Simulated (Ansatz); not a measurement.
## C(111): modes of surface species

Aim: bond lengths and vibrational modes of species bound on C(111).

Calculated with Ansatz 0.2.0; DFT PBE, scalar-relativistic, plane waves, PAW; PAW set soft_1.

**1. The bulk crystal behind the slab**

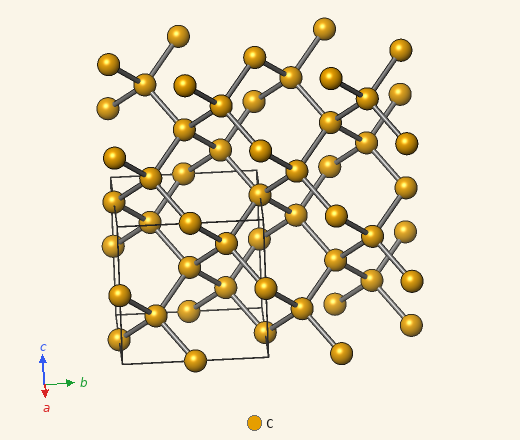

The starting structure, seen slightly off an axis (carbon orange). 1×2×2 cells are drawn. This picture shows the conventional cell, with its axes. Some periodic images of atoms are drawn too.

**2. Relaxation of the host**

The host crystal is relaxed at the same level, and its volume sets the scale of the cells that follow.

File input.yaml:

```yaml
crystal:
  lattice:
    - [0.0, 1.785, 1.785]
    - [1.785, 0.0, 1.785]
    - [1.785, 1.785, 0.0]
  atoms:
    - { symbol: C, position: [0.0, 0.0, 0.0] }
    - { symbol: C, position: [0.25, 0.25, 0.25] }
kpoints:
  mp_grid: { grid: [14, 14, 14] }
hamiltonian:
  xc: pbe
  pseudopotentials: { kind: paw, azcp: { folder: soft_1 } }
scf:
  occupations: { method: gaussian, width: 0.02 }
output:
  forces: true
  stress: true
  eigenvalues: true
relax:
  adjacent_minimum: "off"
  f_tol: 0.002
  max_steps: 60
  cell: { stress_tol: 0.02 }
```

Started as:

```bash
$ ansatz run input.yaml --threads 8 --pin off --max-ram 20480MiB --backend cpu --events-out ev --progress --plain --runs-dir out
```

Numbers of over 12 decimals in the logs are rounded to 6 here.

The log of the run:

```text
The last accepted step is kept in <dir> (removed where the run ends without a failure and the disk answers)
Engine: ansatz 0.2.0, x86_64-unknown-linux-gnu
Pseudopotentials: kind: paw
Pseudopotential: C, paw, valence charge 4, recommended cutoff 420 eV (normal), soft_1/C.paw.azcp
Functional definition: PBE
  parameter kappa = 0.804
  parameter beta = 0.066725
  exchange = pbe_x(kappa = kappa, mu = beta*pi^2/3)
[...]
--- Relaxed structure (3 steps of the walk, 3 accepted, 1 SCFs on fresh bases) ---
  F+E_penalty+E_count = -501.61476185 eV   max|allowed force component| = 2.035e-16 eV/Å   (the final SCF, on the basis selected at the relaxed cell)
  cell:  # Å, volume = 11.3901 Å³
    - [0, 1.785801, 1.785801]
    - [1.785801, 0.0, 1.785801]
    - [1.785801, 1.785801, 0]
  atoms:
    - { symbol: C, position: [0, 0, 0] }
    - { symbol: C, position: [0.25, 0.25, 0.25] }
[key lines of the parts left out:]
SCF converged after 7 iterations
Free energy (F): -501.614762 eV
Fermi energy:    15.337452 eV
P = ⅓ Tr σ = 0.0098 GPa (0.098 kbar)
```

Elapsed: 1.8 s, on 8 threads of Intel Xeon at 2.70GHz, shared host; peak memory 0.3 GiB; 6.6 s of CPU time.

Little changed from the start: no atom moved by 0.005 Å and no cell edge by 0.1 %.

This step gave:

| Item | Value |
| --- | --- |
| pressure | 0.009776 GPa |
| gap on the k-mesh | 4.128 eV |
| volume per atom | 5.695 Å³ |

The forces vanish by symmetry.

**3. Relaxation in the fixed cell: H**

The slab carries H. Its plane takes the lattice constant of the bulk relaxed at this level. The lowest layers and the H atoms that close the back face are held, and the other atoms relax. The program lengthens the typed cell of 25.9 Å along the normal to 45.6 Å, as its cut-off of the electrostatics needs, and moves no atom.

System of this step: H on C(111). The cell holds 12 atoms: 10 C and 2 H. Cell: a = 2.526 Å, b = 2.526 Å, c = 45.649 Å, α = 90.0°, β = 90.0°, γ = 120.0°. It derives from C. Vacuum lies along c.

File input.yaml:

```yaml
crystal:
  lattice:
    - [2.5255025783, 0.0, 0.0]
    - [-1.2627562914, 2.1871508422, 0.0]
    - [0.0, 0.0, 25.9314791432]
  atoms:
    - { symbol: C, position: [0.0, 0.0, 0.331792] }
    - { symbol: C, position: [0.333333, 0.666667, 0.351672] }
    - { symbol: C, position: [0.333333, 0.666667, 0.411312] }
    - { symbol: C, position: [0.666667, 0.333333, 0.431192] }
    - { symbol: C, position: [0.666667, 0.333333, 0.490832] }
    - { symbol: C, position: [0.0, 0.0, 0.510712] }
    - { symbol: C, position: [0.0, 0.0, 0.570351] }
    - { symbol: C, position: [0.333333, 0.666667, 0.590231] }
    - { symbol: C, position: [0.333333, 0.666667, 0.649871] }
    - { symbol: C, position: [0.666667, 0.333333, 0.669751] }
    - { symbol: H, position: [0.0, 0.0, 0.289354] }
    - { symbol: H, position: [0.666667, 0.333333, 0.710646] }
  periodic: [true, true, false]
kpoints:
  mp_grid: { grid: [10, 10, 1] }
hamiltonian:
  xc: pbe
  pseudopotentials: { kind: paw, azcp: { folder: soft_1 } }
scf:
  occupations: { method: gaussian, width: 0.03 }
output:
  forces: true
  eigenvalues: true
relax:
  adjacent_minimum: "off"
  f_tol: 0.003
  max_steps: 120
  constraints: [{ sites: [0, 1, 10] }]
```

The log of the run:

```text
Warning: crystal.periodic: the lattice vector that does not repeat stood 0.000° off the slab's normal, 25.931 Å along it as the deck builds it. The run solves the slab on a vector along the normal, 45.649 Å long, with every atom where it was (on the deck's vector they left 15.01 Å outside them, and the widest stretch free of ions among them is 1.55 Å). A fractional position that the run reports is one of the run's ce [...]
Warning: the atoms were moved onto the symmetric positions of the space group found under crystal.symmetry.tolerance 1.0e-5 (fractional; no operation is sought that the atoms, as they stand in a round, miss by more than twice it, and no atom is moved by as much as it), and the run uses the moved positions. Before a round's move an operation carried an atom to 2.53e-6 Å from where it should land, the largest such dist [...]
[...]
crystal.periodic: the lattice vector that does not repeat stood 0.000° off the slab's normal, 25.931 Å along it as the deck builds it. The run solves the slab on a vector along the normal, 45.649 Å long, with every atom where it was (on the deck's vector they left 15.01 Å outside them, and the widest stretch free of ions among them is 1.55 Å). A fractional position that the run reports is one of the run's cell, which [...]
[...]
Crystal: 12 atoms, lattice volume = 252.152 Å³
Basis set: ecut = 420 eV, 4983 PW (Γ), exchange–correlation on 36×36×640 points (8 copies of the dense FFT grid, shifted against one another)
Bands: 33, of which v1, the nominal top of the filled ones, is band 21 counted from 1 (20 counted from 0)
Symmetry: 6 space group operations
[...]
k-points: 14 of 100 (time reversal used)
[...]
SCF iter   1: F=—  HF=-2544.525900 eV  |F-HF|=—  |Δ(HF+E_count)|=         —  Δρ=7.29e-2  dr2=1.15e1  ethr=3.10e-3  ⟨swp⟩=12.2  Hψ=3859  notcnv=0  defer=10
[...]
SCF iter  10: F=-2540.430700 eV  HF=-2540.430700 eV  |F-HF|=8.32e-9  |Δ(HF+E_count)|=   5.40e-7  Δρ=5.33e-6  dr2=5.91e-8  ethr=5.36e-10  ⟨swp⟩=41.9  Hψ=6063  notcnv=0
SCF 1 converged in 10 iterations: F = -2540.430700 eV  dr2 = 5.91e-8
[...]
relax step   1: F+E_penalty+E_count = -2540.43069952 eV  Δ(F+E_penalty+E_count) = +0.000e0 eV  max|allowed force component| = 2.326e0 eV/Å  Δτ_max = 0.0000 Å  (10 SCF iters, dr2 threshold 2.25e-7 eV, accepted)
[...]
SCF iter   4: F=-2540.471586 eV  HF=-2540.471604 eV  |F-HF|=1.78e-5  |Δ(HF+E_count)|=   2.76e-5  Δρ=5.95e-5  dr2=2.31e-5  ethr=2.38e-7  ⟨swp⟩=22.6  Hψ=4044  notcnv=0
SCF 2 converged in 4 iterations: F = -2540.471586 eV  dr2 = 2.31e-5
[...]
relax step   2: F+E_penalty+E_count = -2540.47158622 eV  Δ(F+E_penalty+E_count) = -4.089e-2 eV  max|allowed force component| = 6.524e-1 eV/Å  Δτ_max = 0.0232 Å  (4 SCF iters, dr2 threshold 1.00e-4 eV, accepted)
SCF iter   1: F=—  HF=-2540.477944 eV  |F-HF|=—  |Δ(HF+E_count)|=         —  Δρ=1.36e-3  dr2=3.28e-3  ethr=9.95e-5  ⟨swp⟩=3.4  Hψ=1039  notcnv=0  defer=94
[...]
SCF iter   4: F=-2540.477140 eV  HF=-2540.477152 eV  |F-HF|=1.14e-5  |Δ(HF+E_count)|=   9.41e-7  Δρ=4.09e-5  dr2=1.36e-5  ethr=6.33e-8  ⟨swp⟩=21.4  Hψ=3600  notcnv=0
SCF 3 converged in 4 iterations: F = -2540.477140 eV  dr2 = 1.36e-5
[...]
relax step   3: F+E_penalty+E_count = -2540.47714024 eV  Δ(F+E_penalty+E_count) = -5.554e-3 eV  max|allowed force component| = 7.513e-2 eV/Å  Δτ_max = 0.0184 Å  (4 SCF iters, dr2 threshold 2.66e-5 eV, accepted)
[...]
relax step   4: F+E_penalty+E_count = -2540.47725131 eV  Δ(F+E_penalty+E_count) = -1.111e-4 eV  max|allowed force component| = 1.385e-2 eV/Å  Δτ_max = 0.0019 Å  (7 SCF iters, dr2 threshold 3.53e-7 eV, accepted)
SCF iter   1: F=—  HF=-2540.477277 eV  |F-HF|=—  |Δ(HF+E_count)|=         —  Δρ=3.45e-5  dr2=1.64e-6  ethr=1.14e-7  ⟨swp⟩=2.3  Hψ=995  notcnv=0
[...]
SCF iter   6: F=-2540.477254 eV  HF=-2540.477254 eV  |F-HF|=5.68e-11  |Δ(HF+E_count)|=  9.55e-12  Δρ=1.34e-7  dr2=8.70e-11  ethr=1.32e-12  ⟨swp⟩=3.9  Hψ=1652  notcnv=0
SCF 5 converged in 6 iterations: F = -2540.477254 eV  dr2 = 8.70e-11
relax step   5: F+E_penalty+E_count = -2540.47725379 eV  Δ(F+E_penalty+E_count) = -2.477e-6 eV  max|allowed force component| = 2.264e-4 eV/Å  Δτ_max = 0.0004 Å  (6 SCF iters, accepted)
SCF converged after 6 iterations
Free energy (F): -2540.477254 eV
[...]
Internal energy: -2540.477254 eV  (E = F + TS)
E sigma→0 (E₀):  -2540.477254 eV
Fermi energy:    -2.182522 eV
[...]
--- Forces (eV/Å), atoms counted from 1 ---
  atom   1  C      0.00000000     0.00000000     1.05890010
  atom   2  C     -0.00000000     0.00000000    -0.88709033
  atom   3  C      0.00000000     0.00000000    -0.00003033
  atom   4  C      0.00000000     0.00000000     0.00000416
  atom   5  C      0.00000000     0.00000000     0.00017157
  atom   6  C      0.00000000     0.00000000    -0.00022643
  atom   7  C     -0.00000000     0.00000000     0.00005128
  atom   8  C      0.00000000     0.00000000     0.00012059
  atom   9  C      0.00000000     0.00000000     0.00008767
  atom  10  C      0.00000000     0.00000000     0.00005603
  atom  11  H      0.00000000     0.00000000    -0.17204490
  atom  12  H     -0.00000000     0.00000000    -0.00000780
  max |Σ_I F_I| component: 8.39e-6 eV/Å
--- Band table (eV; the first three rows and the last of 14) ---
  k-point 0: bands = [... 17 lower, -4.1294, -4.1294, -3.5174, -3.5174, -0.8478 (-0.8480°), -0.7351 (-0.7354°), 0.2935, 0.3608, ... 8 higher]
  k-point 1: bands = [... 17 lower, -4.6330, -4.5083, -4.3624, -3.8656, -0.5971 (-0.5972°), -0.5283 (-0.5284°), 0.5928, 0.6564, ... 8 higher]
  k-point 2: bands = [... 17 lower, -6.2433, -5.3853, -4.9045, -4.6947, 0.0941 (0.0941°), 0.1350 (0.1350°), 1.4772, 1.5394, ... 8 higher]
  k-point 13: bands = [... 17 lower, -8.4763, -8.4204, -8.3523, -7.6416, 3.0019, 3.4009, 3.7810, 4.0930, ... 8 higher]
  ° read free of the cell's end (the report's vacuum.weakly_bound_levels)
--- Relaxed structure (5 steps of the walk, 5 accepted, 0 SCFs on fresh bases) ---
  F+E_penalty+E_count = -2540.47725379 eV   max|allowed force component| = 2.264e-4 eV/Å
  cell:  # Å, volume = 252.1518 Å³
    - [2.525503, 2.8880503840135038e-6, 0.0]
    - [-1.262754, 2.187149, 0.0]
    - [0.0, 0.0, 45.649449]
  atoms:
    - { symbol: C, position: [0.0, 0.0, 0.188477] }
    - { symbol: C, position: [0.333333, 0.666667, 0.199770] }
    - { symbol: C, position: [0.333333, 0.666667, 0.233631] }
    - { symbol: C, position: [0.666667, 0.333333, 0.244913] }
    - { symbol: C, position: [0.666667, 0.333333, 0.278795] }
    - { symbol: C, position: [0, 0, 0.290082] }
    - { symbol: C, position: [0, 0, 0.323970] }
    - { symbol: C, position: [0.333333, 0.666667, 0.335240] }
    - { symbol: C, position: [0.333333, 0.666667, 0.369268] }
    - { symbol: C, position: [0.666667, 0.333333, 0.379951] }
    - { symbol: H, position: [0.0, 0.0, 0.164370] }
    - { symbol: H, position: [0.666667, 0.333333, 0.404251] }
```

Run time: 18 s. Hardware: 8 threads; peak memory 0.73 GiB; 1.9 min of CPU time.

The steps of the relaxation:

| step | energy less that of the first step (eV) | largest force component (eV/Å) |
| --- | --- | --- |
| 1 | 0.0000 | 2.3255 |
| 2 | -0.0409 | 0.6524 |
| 3 | -0.0464 | 0.0751 |
| 4 | -0.0466 | 0.0138 |
| 5 | -0.0466 | 0.0002 |

The run keeps the 6 symmetry operations that it works with, so distortions that break them were not tested.

The atoms that moved most (Å):

| atom | dx | dy | dz | length |
| --- | --- | --- | --- | --- |
| H12 | 0.000 | 0.000 | 0.026 | 0.026 |
| C10 | 0.000 | 0.000 | -0.023 | 0.023 |

The largest force component left on a free atom is 0.23 meV/Å.

[end of part 1 of 3]

[Logs are printed without paths, hosts, clocks, repeated set-up lines and the standing remarks that a program may print on its own settings, such as how far it seeks lower states.]

[Hosts, paths, dates, database ids (printed as entryN), source tags and the programs' standing remarks are cut or masked in the printed files.]
